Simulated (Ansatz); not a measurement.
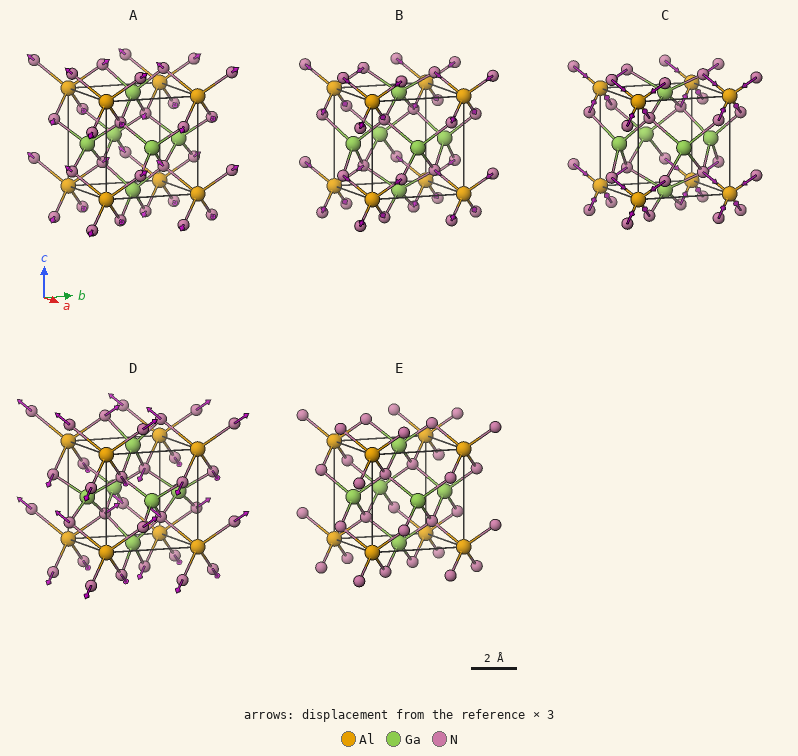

Energy scan for a crystal of AlGa3N4 (P-43m), in which a normal mode at the zone centre is frozen in with the cell fixed, the amplitude being the largest displacement of an atom. The picture is a ball-and-stick view of the cell of the calculation, seen slightly off an axis. Purple arrows: displacements from the reference.

Computed with Ansatz, DFT PBEsol, scalar-relativistic, plane waves, PAW. Set-up: plane-wave cutoff 420 eV; k-point mesh 6 × 6 × 6; occupations gaussian; smearing width 0.05 eV; no spin polarisation. Energies (free energies at the smearing named) are counted from the relaxed crystal.

Q: Order these geometries by energy, lowest first.

A: Lowest first: E (the amplitude 0.00 Å, 0.00 eV/cell), A (the amplitude 0.15 Å, 0.97 eV/cell), B (the amplitude −0.15 Å, 1.29 eV/cell), D (the amplitude 0.30 Å, 3.44 eV/cell), C (the amplitude −0.30 Å, 6.10 eV/cell). Over the whole scan: the harmonic wavenumber of the mode is 692 cm⁻¹, a stable vibration. Of the computed points the lowest is at the amplitude 0.00 Å, 0.00 eV/cell. At the ends of the scan the energy is 6.10 eV/cell (−0.30 Å) and 3.44 eV/cell (0.30 Å). The well is lopsided: at ±0.3000 Å the energy is 1.8 times higher on the negative side. At the highest point the shortest interatomic distance is 1.60 Å, against 1.90 Å in the reference. The distortion keeps the space group P-43m.
